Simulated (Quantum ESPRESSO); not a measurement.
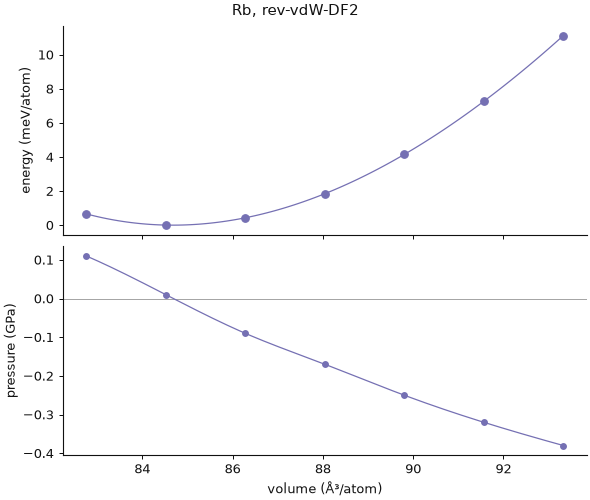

The plot gives the computed energy and pressure against volume for Rb, space group Im-3m (No. 229).

Cell as given: a = 4.854 Å, b = 4.854 Å, c = 4.854 Å, α = 109.47°, β = 109.47°, γ = 109.47°; 1 atom.

Method: plane-wave DFT, no spin polarisation; energies at scaled volumes of the given cell, shape and fractions fixed, counted from the fit's minimum, third-order Birch-Murnaghan fit (Quantum ESPRESSO 7.5). Level: rev-vdW-DF2.

k mesh 7×7×7; occupations Fermi–Dirac; smearing width 0.05 eV; potentials PseudoDojo 0.4.1 SR PBE standard; wave cutoff 625.9 eV; density cutoff 2503 eV.

Question: Give the fitted equation-of-state parameters.

Answer: A third-order Birch–Murnaghan fit gives V0 = 84.68 Å³/atom, B0 = 4.7 GPa and B′ = 3.7.

Question: How does the pressure vary with volume?

Answer: It falls from 0.11 GPa at volume 82.76 Å³/atom to −0.38 GPa at 93.33 Å³/atom, and changes sign near 84.7 Å³/atom.

Limits of the calculation: potentials made for another functional.

The computed values:

| volume (Å³/atom) | energy (meV/atom) | pressure (GPa) |
| --- | --- | --- |
| 82.76 | 0.66 | 0.11 |
| 84.52 | 0.01 | 0.01 |
| 86.28 | 0.43 | −0.09 |
| 88.04 | 1.84 | −0.17 |
| 89.80 | 4.15 | −0.25 |
| 91.57 | 7.28 | −0.32 |
| 93.33 | 11.12 | −0.38 |
